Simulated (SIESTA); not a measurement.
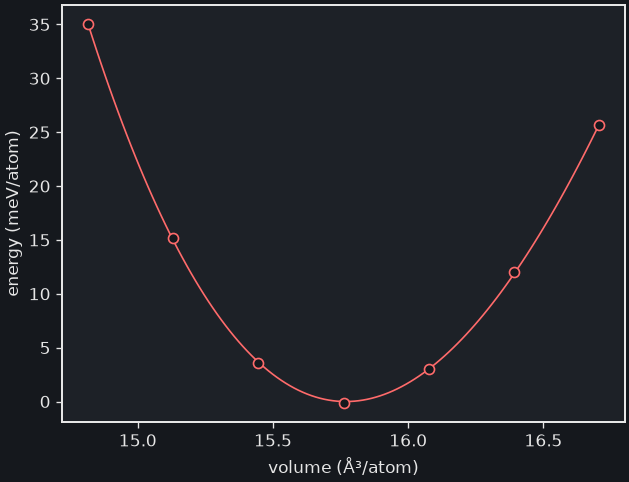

Plotted: energy against volume for CuAu₃, space group Pm-3m (No. 221).

Structure:
```cif
data_structure
_symmetry_space_group_name_H-M 'P 1'
_symmetry_Int_Tables_number 1
_cell_length_a 3.9800
_cell_length_b 3.9800
_cell_length_c 3.9800
_cell_angle_alpha 90.000
_cell_angle_beta 90.000
_cell_angle_gamma 90.000
_cell_volume 63.04
loop_
_atom_site_label
_atom_site_type_symbol
_atom_site_fract_x
_atom_site_fract_y
_atom_site_fract_z
_atom_site_occupancy
Au1 Au 0.50000 0.50000 0.00000 1
Au2 Au 0.50000 0.00000 0.50000 1
Au3 Au 0.00000 0.50000 0.50000 1
Cu1 Cu 0.00000 0.00000 0.00000 1
```

Method: DFT in numerical atomic orbitals with pseudopotentials, no spin polarisation; energies at scaled volumes of the given cell, shape and fractions fixed, counted from the fit's minimum, third-order Birch-Murnaghan fit (SIESTA 5.4.2). Level: PBEsol.

k mesh 7×7×7; occupations Fermi–Dirac; smearing width 0.05 eV; potentials PseudoDojo 0.4 standard, converted to PSML, two zetas on semicore shells; program settings basis DZP, mesh cutoff 800 Ry.

From this curve and the settings, what does the calculation give for the pressure at the same points?

The pressure falls from 12.44 GPa at volume 14.82 Å³/atom to −8.15 GPa at 16.71 Å³/atom, and changes sign near 15.77 Å³/atom.

| volume (Å³/atom) | pressure (GPa) |
| --- | --- |
| 14.82 | 12.44 |
| 15.13 | 7.92 |
| 15.45 | 3.90 |
| 15.76 | 0.06 |
| 16.08 | −3.19 |
| 16.39 | −5.77 |
| 16.71 | −8.15 |

Keep in mind: mulliken charges of long orbitals; short basis over semicore shells; spin-orbit coupling left out, heavy elements.
